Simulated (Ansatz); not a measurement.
Consider N.

Space group P6_3/mmc; the calculation finds a residual pressure of about 10 GPa at this fixed cell. The cell comes from a database of computed structures, not from a measurement.

```
N
1.0
     2.51947    0.00000    0.00000
    -1.25974    2.18193    0.00000
     0.00000    0.00000    2.44600
N
2
Direct
  0.66667 0.33333 0.25000
  0.33333 0.66667 0.75000
```

Method: Ansatz 0.2.0, DFT PBE, scalar-relativistic, plane waves, PAW.

**How does the converged density differ from a superposition of free atoms?**

Over the whole cell, outside the masked cores, the largest gain, 0.09 e/Å³, lies 1.0 Å from a nitrogen nucleus, and the largest loss, 0.05 e/Å³, lies 1.1 Å from a nitrogen nucleus.
The rearranged charge, half the integral of |Δρ|, is about 0.09 e an atom.

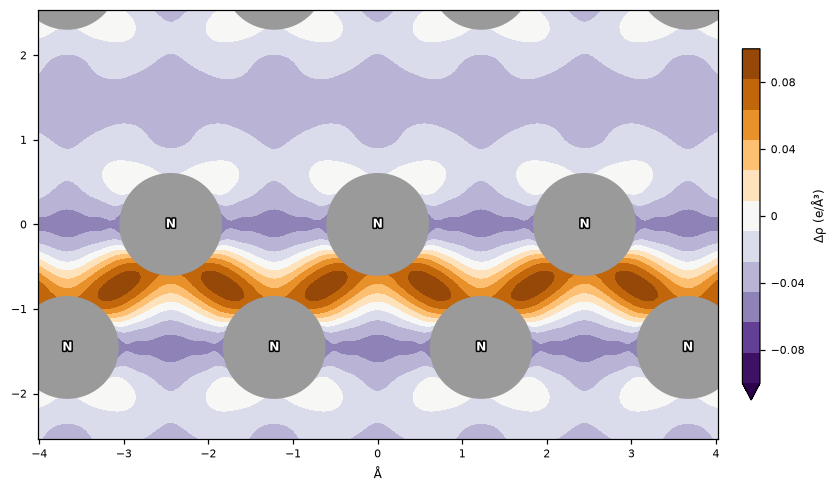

Computed deformation density: a map on the (110) plane of the conventional cell, with grey discs over the atomic cores.

Cores are masked to 0.6 Å (N).

Core electrons are frozen (PAW), so the fields are smoothed inside the atomic spheres.
